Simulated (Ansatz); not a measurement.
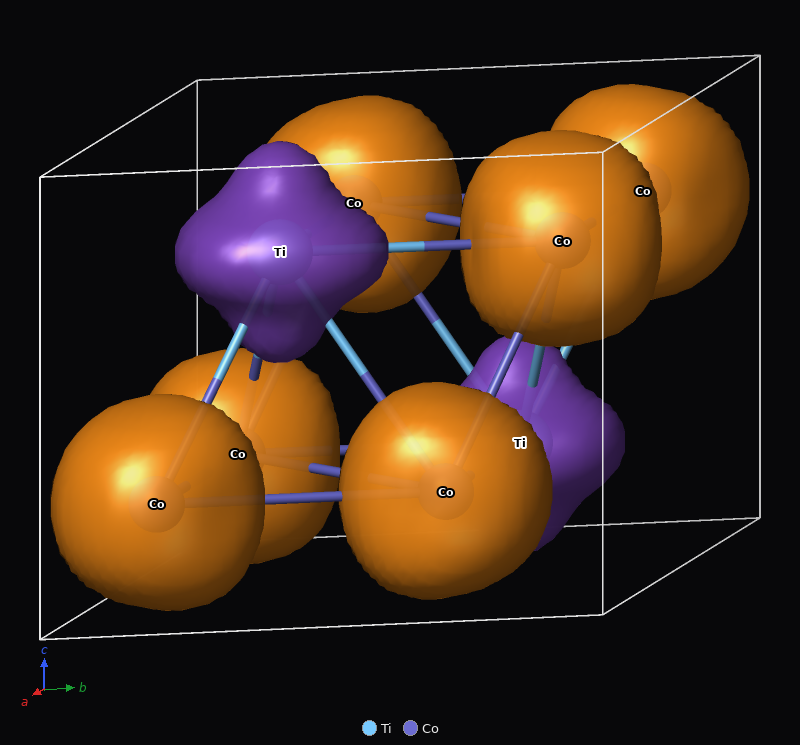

TiCo₃. Isosurfaces of the spin density at +0.03 (orange) and −0.03 e/Å³ (purple), seen slightly off an axis. Sticks mark near contacts.

Space group P6₃/mmc; a structure from a database of computed crystals, not necessarily the ambient phase; spin-polarised.

Method: DFT PBEsol, scalar-relativistic, plane waves, PAW (Ansatz 0.2.0).

The density is the valence pseudo-density of a PAW calculation; it isn't the true density close to the nuclei.

> Describe the spin distribution.

The spin density sits on Co: +1.0 μB (×6) in one cell of 8 atoms, with smaller moments on other sites: Ti (up to −0.24 μB): parallel moments on the main sites in this solution. The cell of the calculation (8 atoms) carries 5.5 μB of net spin moment.
